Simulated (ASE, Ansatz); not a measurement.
**Structural relaxation of random zinc-blende alloy of GaAs and GaP (64 atoms)**

How does random zinc-blende alloy of GaAs and GaP (64 atoms) relax, and what do bonds, charges and levels look like afterwards?

Method: Kohn-Sham DFT, PBE, PAW (set soft_2), plane waves, in Ansatz 0.2.0.

**1. The starting structure**

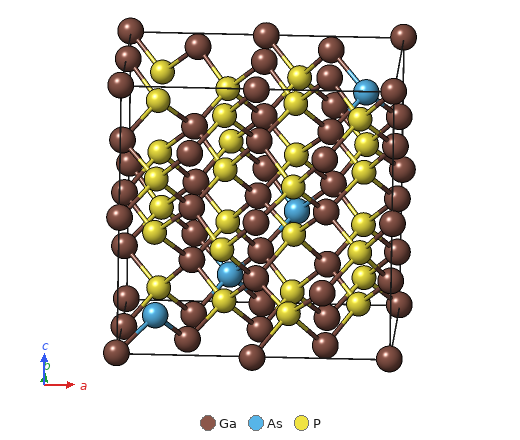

Start, viewed slightly off an axis; gallium brown, arsenic blue, phosphorus yellow. Bonds to atoms that aren't drawn are left out. Some periodic images of atoms are drawn too.

The cell holds 64 atoms: 32 Ga, 4 As and 28 P. Its edges and angles: a = 10.952 Å, b = 10.952 Å, c = 10.952 Å, α = 90.0°, β = 90.0°, γ = 90.0°. It derives from GaAs and GaP. Zinc-blende GaAs, 2 x 2 x 2 conventional cells, 28 of 32 As sites given to P at random (x = 0.875), lattice by Vegard's rule (a = 5.476 Å); every coordinate displaced by a Gaussian of 0.05 Å.

Limits known from the start: The host structure and its lattice constant were typed by rule, without a check against the phase diagram.

**2. Single point at the start**

The forces at the start show how far the geometry lies from a minimum of this functional.

Input file input.yaml:

```yaml
crystal:
  lattice:
    - [10.9524, 0.0, 0.0]
    - [0.0, 10.9524, 0.0]
    - [0.0, 0.0, 10.9524]
  atoms:
    - { symbol: Ga, position: [0.99828, 0.00076, 0.00312] }
    - { symbol: As, position: [0.13377, 0.1241, 0.12153] }
    - { symbol: Ga, position: [0.99046, 0.24983, 0.24444] }
    - { symbol: P, position: [0.11848, 0.37422, 0.3803] }
    - { symbol: Ga, position: [0.24516, 0.99357, 0.25383] }
    - { symbol: P, position: [0.37455, 0.11707, 0.3736] }
    - { symbol: Ga, position: [0.24963, 0.25381, 0.00861] }
    - { symbol: P, position: [0.37701, 0.37701, 0.12989] }
    - { symbol: Ga, position: [0.00185, 0.00061, 0.50884] }
    - { symbol: P, position: [0.12958, 0.12479, 0.63026] }
    - { symbol: Ga, position: [9.0e-05, 0.24279, 0.7491] }
    - { symbol: P, position: [0.12399, 0.37378, 0.87312] }
    - { symbol: Ga, position: [0.25479, 0.0076, 0.75276] }
    - { symbol: P, position: [0.37606, 0.12668, 0.87273] }
    - { symbol: Ga, position: [0.25716, 0.25214, 0.50249] }
    - { symbol: P, position: [0.37349, 0.37062, 0.6211] }
    - { symbol: Ga, position: [0.00765, 0.49789, 0.00116] }
    - { symbol: P, position: [0.12847, 0.6263, 0.12286] }
    - { symbol: Ga, position: [0.99653, 0.7556, 0.2501] }
    - { symbol: P, position: [0.12552, 0.87791, 0.372] }
    - { symbol: Ga, position: [0.2526, 0.50433, 0.25483] }
    - { symbol: P, position: [0.37776, 0.62504, 0.37525] }
    - { symbol: Ga, position: [0.25409, 0.7544, 0.00017] }
    - { symbol: As, position: [0.38075, 0.87146, 0.12849] }
    - { symbol: Ga, position: [0.0018, 0.50048, 0.50077] }
    - { symbol: P, position: [0.12459, 0.62554, 0.63002] }
    - { symbol: Ga, position: [0.9952, 0.75346, 0.75614] }
    - { symbol: P, position: [0.12127, 0.87953, 0.87725] }
    - { symbol: Ga, position: [0.25427, 0.5052, 0.75322] }
    - { symbol: P, position: [0.37042, 0.61674, 0.87414] }
    - { symbol: Ga, position: [0.25458, 0.74979, 0.49535] }
    - { symbol: P, position: [0.37696, 0.87382, 0.62542] }
    - { symbol: Ga, position: [0.49547, 0.9986, 0.99774] }
    - { symbol: P, position: [0.62138, 0.13115, 0.1373] }
    - { symbol: Ga, position: [0.49596, 0.25723, 0.24017] }
    - { symbol: P, position: [0.62839, 0.37978, 0.38351] }
    - { symbol: Ga, position: [0.74846, 0.00405, 0.24233] }
    - { symbol: P, position: [0.87948, 0.12757, 0.37232] }
    - { symbol: Ga, position: [0.75502, 0.24259, 0.999] }
    - { symbol: P, position: [0.86956, 0.37664, 0.1291] }
    - { symbol: Ga, position: [0.50176, 0.99911, 0.50182] }
    - { symbol: P, position: [0.63205, 0.12466, 0.61226] }
    - { symbol: Ga, position: [0.50051, 0.25476, 0.7557] }
    - { symbol: P, position: [0.62792, 0.37773, 0.87275] }
    - { symbol: Ga, position: [0.74997, 0.99824, 0.74282] }
    - { symbol: P, position: [0.87258, 0.12631, 0.87076] }
    - { symbol: Ga, position: [0.75023, 0.24508, 0.49718] }
    - { symbol: P, position: [0.88194, 0.37589, 0.6222] }
    - { symbol: Ga, position: [0.50642, 0.49761, 0.0027] }
    - { symbol: P, position: [0.61817, 0.61751, 0.12071] }
    - { symbol: Ga, position: [0.49603, 0.7497, 0.24497] }
    - { symbol: As, position: [0.62244, 0.87649, 0.36996] }
    - { symbol: Ga, position: [0.74936, 0.50917, 0.24882] }
    - { symbol: P, position: [0.87467, 0.63065, 0.37476] }
    - { symbol: Ga, position: [0.74264, 0.74767, 0.00079] }
    - { symbol: P, position: [0.8712, 0.88877, 0.12448] }
    - { symbol: Ga, position: [0.49141, 0.49661, 0.5011] }
    - { symbol: P, position: [0.62482, 0.6318, 0.62949] }
    - { symbol: Ga, position: [0.50086, 0.75995, 0.74401] }
    - { symbol: P, position: [0.6239, 0.88142, 0.86757] }
    - { symbol: Ga, position: [0.75406, 0.49109, 0.74762] }
    - { symbol: As, position: [0.87742, 0.6222, 0.87103] }
    - { symbol: Ga, position: [0.7586, 0.74733, 0.50007] }
    - { symbol: P, position: [0.87349, 0.87719, 0.62395] }
kpoints:
  mp_grid: { grid: [2, 2, 2] }
hamiltonian:
  xc: pbe
scf:
  occupations: { method: fermi_dirac, width: 0.025 }
output:
  forces: true
```

Launch:

```sh
> ansatz run input.yaml --threads 8 --pin off --max-ram 15872MiB --backend cpu --events-out ev --progress --plain --runs-dir out
```

Numbers of over 12 decimals in the logs are rounded to 6 here.

The program printed:

```text
Engine: ansatz 0.2.0, aarch64-unknown-linux-gnu
Pseudopotentials: kind: paw
Pseudopotential: Ga, paw, valence charge 13, recommended cutoff 420 eV (normal), Ga.paw.azcp
Pseudopotential: As, paw, valence charge 15, recommended cutoff 420 eV (normal), As.paw.azcp
Pseudopotential: P, paw, valence charge 5, recommended cutoff 420 eV (normal), P.paw.azcp
[... 5 lines on functional and potentials left out ...]
Crystal: 64 atoms, lattice volume = 1313.796 Å³
Basis set: ecut = 420 eV, 25677 PW (Γ), exchange–correlation on 150×150×150 points (8 copies of the dense FFT grid, shifted against one another)
Bands: 372, of which v1, the nominal top of the filled ones, is band 308 counted from 1 (307 counted from 0)
Symmetry: 1 space group operations
Space group: P1 (ITA 1), of the structure as read, at distance tolerance 1.1e-4 Å
k-points: 8
[... 7 lines on functional and potentials left out ...]
Initial density: superposition of atomic densities (neutral atoms: chi_scale 0, normalization atom), corrected by the library's trained network
Initial wavefunctions: pseudopotential atomic-orbital guess
Functional: x = pbe(κ = 0.804, μ = 0.219515), c = pbe(β = 0.066725)
SCF iter   1: F=—  HF=-161663.434892 eV  |F-HF|=—  |Δ(HF+E_count)|=         —  Δρ=1.26e-3  dr2=3.29e-2  ethr=1.77e-3  ⟨swp⟩=7.4  Hψ=13468  notcnv=0  defer=20
preconditioner: auto → Resta (q_TF=auto, 2.405 Å⁻¹)  ε∞=4.1  [insulator: Δε(μ)=1.391 eV  Ē_g=13.882 eV  σ=0.025 eV  W_gap=1.00  n_scr=304 (ndim 8)  ℏωp=24.6 eV  f_vac=0.018  D(μ)=0.00/eV (n_scr^D=0)  ε∞_Penn≈4.1]
SCF iter   2: F=—  HF=-161663.409952 eV  |F-HF|=—  |Δ(HF+E_count)|=   2.49e-2  Δρ=7.17e-4  dr2=9.76e-3  ethr=5.35e-6  ⟨swp⟩=3.0  Hψ=4809  notcnv=0  defer=446
SCF iter   3: F=—  HF=-161663.411830 eV  |F-HF|=—  |Δ(HF+E_count)|=   1.88e-3  Δρ=2.54e-4  dr2=1.05e-3  ethr=1.58e-6  ⟨swp⟩=2.0  Hψ=4983  notcnv=0  defer=326
automatic band count: iteration 3 solves 357 bands in place of 372: the levels show a gap, and the empty bands left out lie too high to hold charge; the band table lists the bands solved (type scf.n_extra_bands for more)
SCF iter   4: F=—  HF=-161663.411854 eV  |F-HF|=—  |Δ(HF+E_count)|=   2.32e-5  Δρ=9.94e-5  dr2=2.09e-4  ethr=1.71e-7  ⟨swp⟩=2.0  Hψ=4983  notcnv=0  defer=326
SCF iter   5: F=—  HF=-161663.412023 eV  |F-HF|=—  |Δ(HF+E_count)|=   1.70e-4  Δρ=4.53e-5  dr2=3.19e-5  ethr=3.39e-8  ⟨swp⟩=2.0  Hψ=4823  notcnv=0  defer=326
SCF iter   6: F=—  HF=-161663.411131 eV  |F-HF|=—  |Δ(HF+E_count)|=   8.93e-4  Δρ=1.61e-5  dr2=4.24e-6  ethr=5.18e-9  ⟨swp⟩=2.0  Hψ=4983  notcnv=0  defer=326
SCF iter   7: F=—  HF=-161663.411135 eV  |F-HF|=—  |Δ(HF+E_count)|=   4.06e-6  Δρ=5.05e-6  dr2=3.27e-7  ethr=6.88e-10  ⟨swp⟩=3.0  Hψ=5112  notcnv=0  defer=326
SCF iter   8: F=-161663.411135 eV  HF=-161663.411135 eV  |F-HF|=2.79e-8  |Δ(HF+E_count)|=   5.49e-7  Δρ=1.36e-6  dr2=2.94e-8  ethr=1.62e-11  ⟨swp⟩=4.2  Hψ=10317  notcnv=0
SCF 1 converged in 8 iterations: F = -161663.411135 eV  dr2 = 2.94e-8
  greatest PAW one-centre occupation: 0.999 electrons in one spin orbital (limit 2), on the As atom at site 23 (counted from 0), in its partial waves of l = 2
SCF converged after 8 iterations
Free energy (F): -161663.411135 eV
Harris-Foulkes:  -161663.411135 eV  (|F-HF|=2.79e-8)
Internal energy: -161663.411135 eV  (E = F + TS)
E sigma→0 (E₀):  -161663.411135 eV
Fermi energy:    7.996845 eV
--- Per-component energies (eV) ---
  E_band       = -2912.673250
  E_kinetic    = 6097.715941
  E_local      = -79845.692701  (includes V_loc(G=0)·N_el)
  E_nonlocal   = 11862.722972
  E_hartree    = 37650.652344
  E_xc         = -4257.511609
  E_vxc        = -3885.035675  (∫ρ·V_xc dr)
  E_paw        = -86928.031065  (= ΣΔE_a)
  E_vpaw       = -12443.668627  (= ΣTr[D̂ρ^β])
  E_aug_tail   = -0.003517  (compensation charges beyond the density's cutoff)
  E_ewald      = -46243.263499
  E_smearing   = -0.000000  (= −TS)
  E_closure    = 0.000000  (closes the sum)
  Σ components = -161663.411135   (vs F -161663.411135, Δ=0.00e0)
--- Forces (eV/Å), atoms counted from 1 ---
  atom   1  Ga    -0.08222714     0.27026420    -0.95932732
  atom   2  As    -1.35291463    -0.20260181     0.95928377
  atom   3  Ga     0.97074111     0.34979879     0.50349712
  atom   4  P      0.83972797    -0.24844123    -0.84710772
  atom   5  Ga     0.83213120     0.59503742     0.11109822
  atom   6  P      0.06883234     0.94430390    -0.01772334
  atom   7  Ga     0.87685867     0.86348729    -1.65659558
  atom   8  P     -0.69898145     0.82646842    -0.86125056
  atom   9  Ga     0.18073712     0.29754570    -0.78445809
  atom  10  P      0.00888697     0.16276591    -0.62950867
  atom  11  Ga     0.12925160     0.81757792     0.03920838
  atom  12  P      0.45690887    -0.27728284     0.10389912
  atom  13  Ga    -0.42225695    -1.07530224    -0.15419437
  atom  14  P      0.11603943     0.56520911     0.88241655
[...]
atom  63  Ga    -1.11328863     0.31491839     0.28910180
  atom  64  P      0.52413551    -0.45199633     0.13990444
  max |Σ_I F_I| component: 8.05e-6 eV/Å
```

It took 46 s on 8 threads of Arm Neoverse V2, shared host; peak memory 12 GiB.

The program notes that it cut back its work space to fit the memory limit.

Numbers from this run:

* free energy: -161663.4111 eV
* free energy per atom: -2525.9908 eV/atom
* SCF cycles: 8
* r.m.s. force component: 0.7437 eV/Å
* longest force: 2.424 eV/Å
* Fermi energy: 7.997 eV

The r.m.s. force component of 0.74 eV/Å sets the starting point.

Length of the force by element:

| element | coordination | atoms | mean length of the force (eV/Å) | spread | least | most |
| --- | --- | --- | --- | --- | --- | --- |
| As | all | 4 | 1.45 | 0.307 | 1.01 | 1.80 |
| Ga | all | 32 | 1.20 | 0.481 | 0.505 | 2.42 |
| P | all | 28 | 1.14 | 0.510 | 0.155 | 2.34 |

**3. Cell and atoms relaxed**

The cell is relaxed with the atoms, since the starting lattice needn't suit this functional.

Edit input.yaml of step 2 so:

```diff
@@ -15 +15,5 @@
   forces: true
+relax:
+  f_tol: 0.04
+  max_steps: 150
+  cell: {}
```

The program printed:

```text
[...]
Crystal: 64 atoms, lattice volume = 1313.796 Å³
Basis set: ecut = 420 eV, 25677 PW (Γ), exchange–correlation on 150×150×150 points (8 copies of the dense FFT grid, shifted against one another)
Bands: 372, of which v1, the nominal top of the filled ones, is band 308 counted from 1 (307 counted from 0)
Symmetry: 1 space group operations
[...]
k-points: 8
[...]
SCF iter   1: F=—  HF=-161663.434892 eV  |F-HF|=—  |Δ(HF+E_count)|=         —  Δρ=1.26e-3  dr2=3.29e-2  ethr=1.77e-3  ⟨swp⟩=7.4  Hψ=13468  notcnv=0  defer=20
[...]
SCF iter   8: F=-161663.411135 eV  HF=-161663.411135 eV  |F-HF|=2.88e-8  |Δ(HF+E_count)|=   5.47e-7  Δρ=1.35e-6  dr2=2.86e-8  ethr=1.62e-11  ⟨swp⟩=4.0  Hψ=10400  notcnv=0
SCF 1 converged in 8 iterations: F = -161663.411135 eV  dr2 = 2.86e-8
[...]
relax step   1: F+E_penalty+E_count = -161663.41113516 eV  Δ(F+E_penalty+E_count) = +0.000e0 eV  max|allowed force component| = 2.334e0 eV/Å  Δτ_max = 0.0000 Å  P = +3.277 GPa  Ω = 1313.796 Å³  (8 SCF iters, dr2 threshold 1.00e-7 eV, accepted)
[...]
relax step   2: F+E_penalty+E_count = -161666.41785684 eV  Δ(F+E_penalty+E_count) = -3.007e0 eV  max|allowed force component| = 8.816e-1 eV/Å  Δτ_max = 0.1617 Å  P = +0.856 GPa  Ω = 1342.821 Å³  energy of the carried Pulay correction = -7.169e-3 eV  (7 SCF iters, dr2 threshold 6.40e-6 eV, accepted)
[...]
relax step   3: F+E_penalty+E_count = -161666.80846384 eV  Δ(F+E_penalty+E_count) = -3.906e-1 eV  max|allowed force component| = 3.683e-2 eV/Å  Δτ_max = 0.0856 Å  P = -0.090 GPa  Ω = 1357.881 Å³  energy of the carried Pulay correction = -1.083e-2 eV  (6 SCF iters, dr2 threshold 6.40e-6 eV, accepted)
[...]
relax step   4: F+E_penalty+E_count = -161666.81066397 eV  Δ(F+E_penalty+E_count) = -2.200e-3 eV  max|allowed force component| = 7.530e-3 eV/Å  Δτ_max = 0.0101 Å  P = -0.003 GPa  Ω = 1356.314 Å³  energy of the carried Pulay correction = -1.045e-2 eV  (6 SCF iters, dr2 threshold 4.41e-8 eV, accepted)
[...]
relax step   5: F+E_penalty+E_count = -161666.82099854 eV  Δ(F+E_penalty+E_count) = -1.033e-2 eV  max|allowed force component| = 7.522e-3 eV/Å  Δτ_max = 0.0000 Å  P = +0.001 GPa  Ω = 1356.314 Å³  stress off target by 7.68e-3 GPa  SCF on the basis re-selected at this cell (its energy is not comparable with the rows above)  (8 SCF iters)
basis re-selected at this cell: Δ(F+E_penalty+E_count) = -1.033e-2 eV, ΔP = +0.004 GPa vs the last step (what re-selecting the basis moved, of the pressure what is left beyond the Pulay correction that the steps carried, after the strain that the cell walked since its last selection, [...]
SCF converged after 8 iterations
Free energy (F): -161666.820999 eV
[...]
Internal energy: -161666.820999 eV  (E = F + TS)
E sigma→0 (E₀):  -161666.820999 eV
Fermi energy:    7.550432 eV
[...]
--- Forces (eV/Å), atoms counted from 1 ---
  atom   1  Ga     0.00122577    -0.00005198     0.00088287
  atom   2  As     0.00751664    -0.00714165    -0.00101051
  atom   3  Ga    -0.00055943     0.00058550     0.00267754
  atom   4  P      0.00099887     0.00031339    -0.00001813
  atom   5  Ga     0.00097224     0.00069523    -0.00111949
  atom   6  P      0.00011398    -0.00083456    -0.00051388
  atom   7  Ga     0.00009632    -0.00237450     0.00071164
  atom   8  P     -0.00096421    -0.00067238    -0.00054908
  atom   9  Ga    -0.00019810    -0.00073437    -0.00043537
  atom  10  P     -0.00115527     0.00160009    -0.00089818
  atom  11  Ga    -0.00039964    -0.00099949     0.00072863
  atom  12  P     -0.00071006     0.00073781    -0.00231873
  atom  13  Ga    -0.00032150    -0.00183821     0.00146486
  atom  14  P      0.00056903     0.00121691    -0.00035054
[...]
atom  63  Ga     0.00062121    -0.00107656     0.00198728
  atom  64  P      0.00147725     0.00104711    -0.00146384
  max |Σ_I F_I| component: 1.71e-7 eV/Å
--- Stress (GPa, compression-positive) ---
        0.001016       0.005538      -0.003309
        0.005538       0.001536      -0.000549
       -0.003309      -0.000549      -0.001024
  P = ⅓ Tr σ = 0.0005 GPa (0.005 kbar)
--- Relaxed structure (4 steps of the walk, 4 accepted, 1 SCFs on fresh bases) ---
  F+E_penalty+E_count = -161666.82099854 eV   max|allowed force component| = 7.522e-3 eV/Å   (the final SCF, on the basis selected at the relaxed cell)
  cell:  # Å, volume = 1356.3141 Å³
    - [11.068838, -0.000512645, 0.000196595]
    - [-0.000512645, 11.069324, 9.00424264395115e-5]
    - [0.000196595, 9.00424264395115e-5, 11.069732]
  atoms:
    - { symbol: Ga, position: [0.997312, -0.0024968, -0.00412395] }
    - { symbol: As, position: [0.124345, 0.126892, 0.124786] }
    - { symbol: Ga, position: [0.997011, 0.254639, 0.253805] }
    - { symbol: P, position: [0.125360, 0.376737, 0.375995] }
[...]
- { symbol: P, position: [0.876209, 0.876722, 0.624853] }
```

It took 4.2 min on 8 threads; peak memory 12 GiB.

The steps of the relaxation:

| step | energy less that of the first step (eV) | largest force component (eV/Å) | pressure (GPa) | volume (Å³) |
| --- | --- | --- | --- | --- |
| 1 | 0.0000 | 2.3339 | 3.28 | 1313.80 |
| 2 | -3.0067 | 0.8816 | 0.86 | 1342.82 |
| 3 | -3.3973 | 0.0368 | -0.09 | 1357.88 |
| 4 | -3.3995 | 0.0075 | 0.00 | 1356.31 |
| 5* | -3.4099 | 0.0075 | 0.00 | 1356.31 |

Relaxation steps marked * repeat the geometry before them on a plane-wave basis chosen anew for their cell, so energy and pressure can jump there.

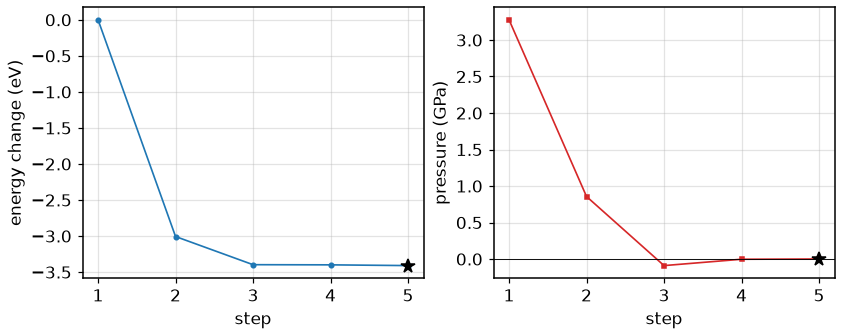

Energy and pressure along the relaxation. Stars mark steps on a basis chosen anew.

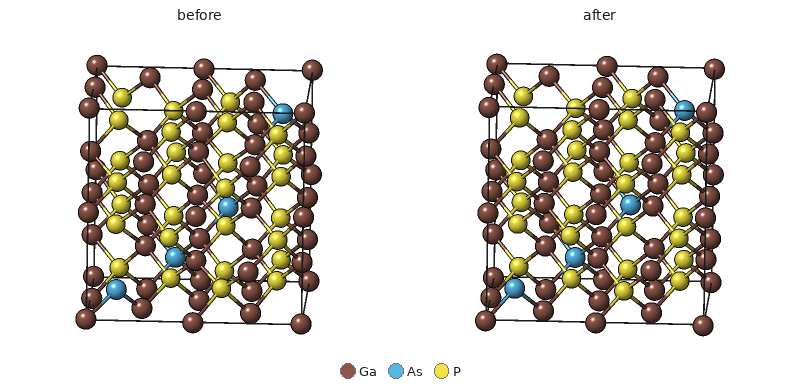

Before and after, at one scale. Bonds to atoms that aren't drawn are left out.

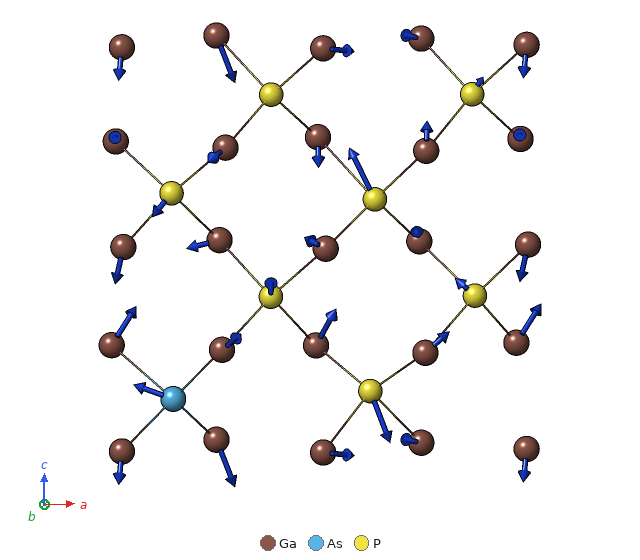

Displacements in the relaxation, exaggerated, measured against the changing cell; the longest in the cell stands for 0.17 Å. Drawn is a slice 5 Å thick, seen along the normal of the ac plane. Bonds to atoms that aren't drawn are left out.

| cell as run | before | after | change |
| --- | --- | --- | --- |
| a (Å) | 10.952 | 11.069 | +1.1 % |
| b (Å) | 10.952 | 11.069 | +1.1 % |
| c (Å) | 10.952 | 11.070 | +1.1 % |
| volume (Å³/atom) | 20.53 | 21.19 | +3.2 % |

The atoms that moved most (Å, as changes of fractional coordinates times the final cell):

| atom | dx | dy | dz | length |
| --- | --- | --- | --- | --- |
| P42 | -0.074 | 0.025 | 0.150 | 0.169 |
| P34 | 0.055 | -0.035 | -0.148 | 0.162 |
| P56 | 0.046 | -0.144 | 0.004 | 0.151 |
| Ga27 | 0.095 | 0.001 | -0.114 | 0.148 |
| Ga7 | 0.052 | 0.000 | -0.134 | 0.143 |
| Ga3 | 0.072 | 0.053 | 0.104 | 0.137 |
| Ga35 | 0.051 | -0.067 | 0.107 | 0.136 |
| P6 | 0.009 | 0.121 | 0.038 | 0.128 |

The relaxation changed the energy by -53.3 meV/atom, and atoms moved by 0.092 Å r.m.s., 0.17 Å at most.

(Continued in part 2 of 3.)

[Logs are printed without paths, hosts, clocks, repeated set-up lines and the standing remarks that a program may print on its own settings, such as how far it seeks lower states.]

[Hosts, paths, dates, database ids (printed as entryN), source tags and the programs' standing remarks are cut or masked in the printed files.]
